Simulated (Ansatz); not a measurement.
## Run report: KMgF₃, band-structure calculation (part 2 of 2)

KMgF₃ (5 atoms in the cell); DFT, HSE06, plane waves, PAW, no spin polarisation (Ansatz 0.2.0); cutoff 420 eV, 4×4×4 k-mesh, fixed occupations. The structure derives from an entry of the Crystallography Open Database. The geometry comes from this level: r2SCAN (a point of a series of strains). It belongs to a series of runs on one base structure; here: uniaxial_z strain +1.9%.

Geometry of the input (Å; fractional positions):
```
3.9802  0.0000  0.0000
0.0000  3.9802  0.0000
0.0000  0.0000  4.0551
K  0.5000  0.5000  0.5000
Mg 0.0000  0.0000  0.0000
F  0.5000  0.0000  0.0000
F  0.0000  0.5000  0.0000
F  0.0000  0.0000  0.5000
```

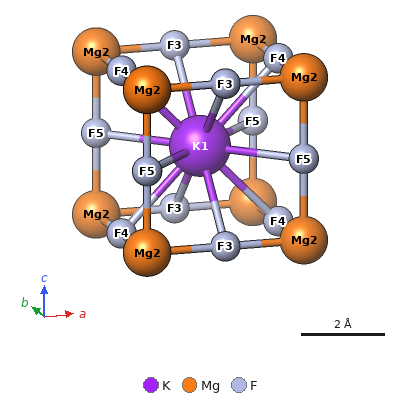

The structure as given in the input (ball-and-stick view of the cell of the calculation, seen slightly off an axis; atoms are numbered from 1 in the order of the input). An atom can appear more than once, as a periodic image.

## Output, continued
```
SCF iter   1: F=—  HF=-5895.562949 eV  |F-HF|=—  |Δ(HF+E_count)|=         —  Δρ=7.87e-3  dr2=3.95e-2  ethr=6.96e-7  ⟨swp⟩=8.2  Hψ=2376  notcnv=0
preconditioner: auto → none  [insulator: Δε(μ)=9.557 eV  Ē_g=20.861 eV  n_scr=18 (ndim 8)  ℏωp=25.4 eV  f_vac=0.034]
SCF iter   2: F=—  HF=-5895.551279 eV  |F-HF|=—  |Δ(HF+E_count)|=   1.17e-2  Δρ=4.92e-3  dr2=4.61e-3  ethr=6.96e-7  ⟨swp⟩=5.4  Hψ=1837  notcnv=0
SCF iter   3: F=—  HF=-5895.558278 eV  |F-HF|=—  |Δ(HF+E_count)|=   7.00e-3  Δρ=1.96e-3  dr2=1.65e-3  ethr=6.96e-7  ⟨swp⟩=5.0  Hψ=1675  notcnv=0
SCF iter   4: F=—  HF=-5895.557761 eV  |F-HF|=—  |Δ(HF+E_count)|=   5.17e-4  Δρ=6.10e-4  dr2=1.82e-4  ethr=6.96e-7  ⟨swp⟩=4.0  Hψ=1364  notcnv=0
iter 5 solved again at ethr=7.08e-10 eV; its pass at ethr=3.41e-7 eV (dr2=2.83e-7 eV) is discarded
SCF iter   5: F=—  HF=-5895.557725 eV  |F-HF|=—  |Δ(HF+E_count)|=   3.60e-5  Δρ=3.61e-5  dr2=1.91e-5  ethr=7.08e-10  ⟨swp⟩=4.8  Hψ=2765  notcnv=0
SCF iter   6: F=—  HF=-5895.557915 eV  |F-HF|=—  |Δ(HF+E_count)|=   1.90e-4  Δρ=3.43e-4  dr2=4.84e-5  ethr=7.08e-10  ⟨swp⟩=5.9  Hψ=2009  notcnv=0  defer=2
SCF iter   7: F=-5895.557879 eV  HF=-5895.557899 eV  |F-HF|=1.98e-5  |Δ(HF+E_count)|=   1.67e-5  Δρ=1.33e-5  dr2=3.37e-7  ethr=7.08e-10  ⟨swp⟩=5.1  Hψ=1797  notcnv=0
SCF 2 stopped early in 7 iterations: F = -5895.557879 eV  dr2 = 3.37e-7
hybrid outer 1: dexx = +9.220e-3 eV, tail = 4.75e-5 eV
Exchange kernel: α = 0.2500, screened, ω = 0.2079 Å⁻¹, Wigner–Seitz truncation, v(0) = 1034.9068 eV·Å³, q-mesh 4×4×4, nearest image of the exchange supercell L = 15.92 Å, pair-density grid 20×20×20, without the augmentation charges, whose exchange is taken in its separable form by FFT convolution over the k-point mesh (sized by the pseudopotential files, 27×27×30 at the most), smooth part of the exact exchange by density-matrix convolution
Frozen-core exchange: fock
SCF iter   1: F=—  HF=-5895.558091 eV  |F-HF|=—  |Δ(HF+E_count)|=         —  Δρ=6.68e-5  dr2=2.01e-6  ethr=5.94e-7  ⟨swp⟩=3.2  Hψ=1048  notcnv=0
preconditioner: auto → none  [insulator: Δε(μ)=9.455 eV  Ē_g=20.751 eV  n_scr=18 (ndim 8)  ℏωp=25.4 eV  f_vac=0.038]
SCF iter   2: F=—  HF=-5895.558091 eV  |F-HF|=—  |Δ(HF+E_count)|=   3.07e-7  Δρ=2.76e-5  dr2=1.98e-7  ethr=4.24e-9  ⟨swp⟩=4.2  Hψ=1452  notcnv=0
SCF iter   3: F=—  HF=-5895.558091 eV  |F-HF|=—  |Δ(HF+E_count)|=   3.98e-7  Δρ=8.24e-6  dr2=1.77e-8  ethr=3.95e-10  ⟨swp⟩=4.7  Hψ=1328  notcnv=0  defer=2
SCF iter   4: F=-5895.558091 eV  HF=-5895.558091 eV  |F-HF|=3.32e-9  |Δ(HF+E_count)|=   1.67e-9  Δρ=3.30e-6  dr2=3.98e-9  ethr=3.71e-11  ⟨swp⟩=3.7  Hψ=1364  notcnv=0
SCF 3 converged in 4 iterations: F = -5895.558091 eV  dr2 = 3.98e-9
  Residual-converged pass: ⟨swp⟩=2.9  Hψ=948  notcnv=0  max |occ|·‖R‖ = 2.4e-6 eV (tolerance 2.4e-6 eV)  dr2=3.98e-9  dr2_onsite=4.49e-10  max |Δocc| = 0.0e0
hybrid outer 2: dexx = +4.551e-7 eV, tail = 2.99e-8 eV, Δε = 3.06e-3 eV (about 1.19e-4 eV left of the loop's levels)
the search or the solves at the SCF's close seem to have found levels that the self-consistency loop had missed (the run counts 2). By its estimate they hold under 1e-12 electrons; where the run keeps them, the occupations were computed again with them
NSCF: frozen V_eff on 4 k-points
hybrid SCF converged: 2 outer / 11 inner (+2 warm-up), last move |dexx| = 4.55e-7 eV, tail = 2.99e-8 eV
Stability not checked: this state was not tested for a lower state beside it, because the functional holds exact exchange (a hybrid, or Hartree-Fock), whose exchange loop this test does not read (fock_operator; see scf.lower_state_search)
Free energy (F): -5895.558091 eV
Frozen-core exchange: fock
Harris-Foulkes:  -5895.558091 eV  (|F-HF|=3.32e-9)
Internal energy: -5895.558091 eV  (E = F + TS)
E sigma→0 (E₀):  -5895.558091 eV
Fermi energy:    1.015725 eV
--- Per-component energies (eV) ---
  E_band       = -606.706802
  E_kinetic    = 961.957797
  E_local      = -3758.206246  (includes V_loc(G=0)·N_el)
  E_nonlocal   = 323.152842
  E_hartree    = 1371.151946
  E_xc         = -325.985273
  E_vxc        = -408.015029  (∫ρ·V_xc dr)
  E_exx        = -156.364678  (= α·E_x^exact, valence–valence)
  E_paw        = -1602.574032  (= ΣΔE_a)
  E_vpaw       = -155.179828  (= ΣTr[D̂ρ^β])
  E_aug_tail   = 0.006202  (compensation charges beyond the density's cutoff)
  E_ewald      = -2708.430046
  E_core_change = -0.266602  (= ΣΔE_core)
  E_smearing   = -0.000000  (= −TS)
  E_closure    = 0.000000  (closes the sum)
  Σ components = -5895.558091   (vs F -5895.558091, Δ=0.00e0)
--- Forces (eV/Å), atoms counted from 1 ---
  atom   1  K      0.00000000     0.00000000     0.00000000
  atom   2  Mg     0.00000000     0.00000000     0.00000000
  atom   3  F     -0.00000000     0.00000000     0.00000000
  atom   4  F      0.00000000     0.00000000     0.00000000
  atom   5  F      0.00000000     0.00000000     0.00000000
  max |Σ_I F_I| component: 1.60e-29 eV/Å
--- Stress (GPa, compression-positive) ---
        0.624641       0.000000       0.000000
        0.000000       0.624641       0.000000
        0.000000       0.000000      -1.063587
  P = ⅓ Tr σ = 0.0619 GPa (0.619 kbar)
--- Band table (eV; the first three rows and the last of 18) ---
  k-point 0: bands = ["-73.6987", "-38.6167", "-38.6147", "-38.6147", "-26.0599", "-20.6390", "-20.0107", "-19.9519", "-8.2195", "-8.2010", "-8.2010", "-1.4385", "-1.4385", "-1.3944", "0.3322", "0.3743", "0.3743", "0.7046", "0.7046", "0.7105", "10.4692", "13.3572", "13.4428", "15.6650", "15.6650"]
  k-point 1: bands = ["-73.6987", "-38.6194", "-38.6146", "-38.6146", "-26.0466", "-20.5871", "-20.0088", "-20.0072", "-8.1986", "-8.1736", "-8.1736", "-1.3804", "-1.3804", "-1.3020", "0.1973", "0.2279", "0.2871", "0.2871", "0.5942", "0.5942", "11.4770", "13.8507", "13.9684", "15.9925", "15.9925"]
  k-point 2: bands = ["-73.6987", "-38.6221", "-38.6145", "-38.6145", "-26.0331", "-20.5250", "-20.0757", "-20.0038", "-8.1779", "-8.1458", "-8.1458", "-1.3168", "-1.3168", "-1.0282", "-0.4669", "0.1270", "0.1977", "0.1977", "0.4829", "0.4829", "13.2896", "13.6912", "14.3942", "16.3411", "16.3411"]
  k-point 17: bands = ["-73.6987", "-38.6215", "-38.6214", "-38.6214", "-25.9971", "-20.1776", "-20.1776", "-20.0779", "-8.4024", "-8.4024", "-8.3804", "-2.9112", "-0.7583", "-0.6558", "-0.6558", "-0.0999", "-0.0381", "1.0042", "1.0042", "1.0157", "13.8183", "13.8190", "13.8190", "17.1656", "17.6647"]
```

## File bands.tsv
```
# k_distance	band_0	band_1	band_2	band_3	band_4	band_5	band_6	band_7	band_8	band_9	band_10	band_11	band_12	band_13	band_14	band_15	band_16	band_17	band_18	band_19	band_20	band_21	band_22	band_23	band_24
# fermi_ev = 1.015725
# lock_threshold_ev = 1e-6
# [0, 0, 0] at k_distance = 0.000000
# [0, 0.5, 0] at k_distance = 0.789298
# [0.5, 0.5, 0] at k_distance = 1.578596
# [0.5, 0.5, 0.5] at k_distance = 2.353330
# levels_relative_to = fermi_ev
# free_energy_ev = -5895.558091
# largest_residual_norms_ev = 2.061e-4 1.999e-4 3.443e-4 3.823e-4 2.491e-4 3.332e-4 3.405e-4 3.593e-4 3.494e-4 7.212e-4 9.490e-4 2.681e-3 2.763e-3 5.950e-4 1.666e-3 3.026e-3 2.900e-3 1.663e-3 1.706e-3 1.230e-3 1.532e-3 1.671e-3 1.279e-3 1.285e-3 9.582e-4
0.000000	-74.714420	-39.632432	-39.630398	-39.630398	-27.075635	-21.654742	-21.026442	-20.967663	-9.235223	-9.216753	-9.216753	-2.454267	-2.454267	-2.410135	-0.683553	-0.641443	-0.641443	-0.311119	-0.311119	-0.305253	9.453463	12.341525	12.427086	14.649267	14.649267
0.789298	-74.714437	-39.637593	-39.632194	-39.630159	-27.045219	-21.475176	-21.192457	-20.971901	-9.200408	-9.171727	-9.153534	-2.277703	-2.250494	-2.205127	-1.426992	-0.927088	-0.912966	-0.876110	-0.526488	-0.523203	12.349702	12.713053	13.518482	15.225675	15.333470
1.578596	-74.714450	-39.637319	-39.637319	-39.631955	-27.024495	-21.209516	-21.209516	-21.157132	-9.304395	-9.304395	-9.118890	-3.174071	-2.222880	-1.776391	-1.123145	-1.099758	-1.099758	-0.847219	-0.847219	-0.016257	13.333812	14.110187	14.943985	14.943985	15.242184
2.353330	-74.714470	-39.637260	-39.637118	-39.637118	-27.012838	-21.193342	-21.193342	-21.093580	-9.418121	-9.418121	-9.396093	-3.926888	-1.773993	-1.671484	-1.671484	-1.115656	-1.053797	-0.011568	-0.011568	0.000000	12.802598	12.803303	12.803303	16.149860	16.648961
```

## File v_z.tsv
```
# z_ang	v_es[eV]	v_tot[eV]
# format = ansatz-planar-average/11
# xc	hse06
# density_cutoff_ev	1680
# datasets	K=:simpson_from_first_knot:soft:fock:shift=0	Mg=:simpson_from_first_knot:soft:fock:shift=0	F=:simpson_from_first_knot:soft:fock:shift=0
# lattice	3.980235575	0.000000000	0.000000000
# lattice	0.000000000	3.980235575	0.000000000
# lattice	0.000000000	0.000000000	4.055064004
# sites	5
# site	19	1.990117788	1.990117788	2.027532002
# site	12	0.000000000	0.000000000	0.000000000
# site	9	1.990117788	0.000000000	0.000000000
# site	9	0.000000000	1.990117788	0.000000000
# site	9	0.000000000	0.000000000	2.027532002
0.000000	-4.767865e0	-1.461835e1
0.135169	-4.080673e0	-1.380176e1
0.270338	-2.081229e0	-1.134364e1
0.405506	8.076037e-1	-7.767005e0
0.540675	3.917058e0	-3.771818e0
0.675844	6.406003e0	-3.742250e-1
0.811013	7.389285e0	1.146262e0
0.946182	7.628835e0	1.673773e0
1.081350	7.573508e0	1.624719e0
1.216519	7.088200e0	7.762239e-1
1.351688	6.002650e0	-8.459101e-1
1.486857	4.128536e0	-3.390777e0
1.622026	2.121133e0	-6.060678e0
1.757194	4.439728e-1	-8.282281e0
1.892363	-6.244011e-1	-9.718645e0
2.027532	-9.795496e-1	-1.018838e1
2.162701	-6.244011e-1	-9.718645e0
2.297870	4.439728e-1	-8.282281e0
2.433038	2.121133e0	-6.060678e0
2.568207	4.128536e0	-3.390777e0
2.703376	6.002650e0	-8.459101e-1
2.838545	7.088200e0	7.762239e-1
2.973714	7.573508e0	1.624719e0
3.108882	7.628835e0	1.673773e0
3.244051	7.389285e0	1.146262e0
3.379220	6.406003e0	-3.742250e-1
3.514389	3.917058e0	-3.771818e0
3.649558	8.076037e-1	-7.767005e0
3.784726	-2.081229e0	-1.134364e1
3.919895	-4.080673e0	-1.380176e1
```

## Summary

```json
{"quantity": "outcome", "value": "converged"}
{"quantity": "space group (tolerance 0.01 Å)", "value": "P4/mmm (123)"}
{"quantity": "electrons treated", "value": "40"}
{"quantity": "free energy", "value": "−5895.5581 eV"}
{"quantity": "Fermi energy", "value": "1.016 eV"}
{"quantity": "gap on the k-point mesh", "value": "9.45 eV"}
{"quantity": "pressure", "value": "0.06 GPa"}
{"quantity": "largest force (length of the vector)", "value": "under 0.001 eV/Å"}
{"quantity": "hardware", "value": "4 threads of Arm Neoverse V2, 24 GiB of memory available, shared host"}
{"quantity": "wall time", "value": "16 s (CPU time 54 s)"}
{"quantity": "peak memory", "value": "1.1 GiB"}
```

## Remarks

Warnings of the run: the exchange loop's threshold is looser than advised for the stress; the SCF threshold is looser than advised for the printed stress.
